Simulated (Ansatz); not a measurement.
Here is a crystal structure:

```xyz
2
Lattice="3.2040 0.0000 0.0000 -1.6020 2.7748 0.0000 0.0000 0.0000 5.0685" Properties=species:S:1:pos:R:3 pbc="T T T"
Hf    0.0000    1.8498    3.8014
Hf    1.6020    0.9249    1.2671
```

What crystal do these data define?

The element is hafnium. The atoms follow space group P6_3/mmc (No. 194); the Bravais lattice is primitive hexagonal. Among the common structure types it is hexagonal close-packed (Mg type). The cell holds two atoms. The neighbours of Hf are twelve Hf in an anticuboctahedral arrangement at 3.14 to 3.20 Å. The bonds build a three-dimensional framework.

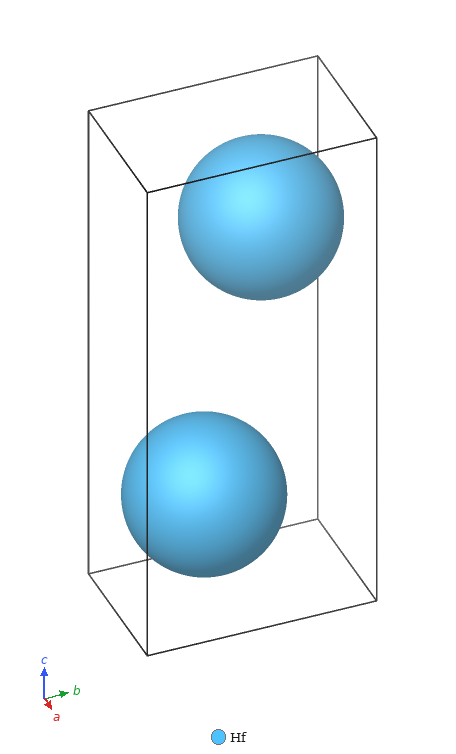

Shown here is a spheres-only view of the crystal, taken slightly off an axis. The lines enclose the conventional unit cell; boundary atoms appear with their images.

The cell started as a structure listed in the Materials Project, with elements exchanged, so it need not be a known form of the compound. The picture shows the end point of a geometry optimisation with DFT PBE, scalar-relativistic, plane waves, PAW in Ansatz.
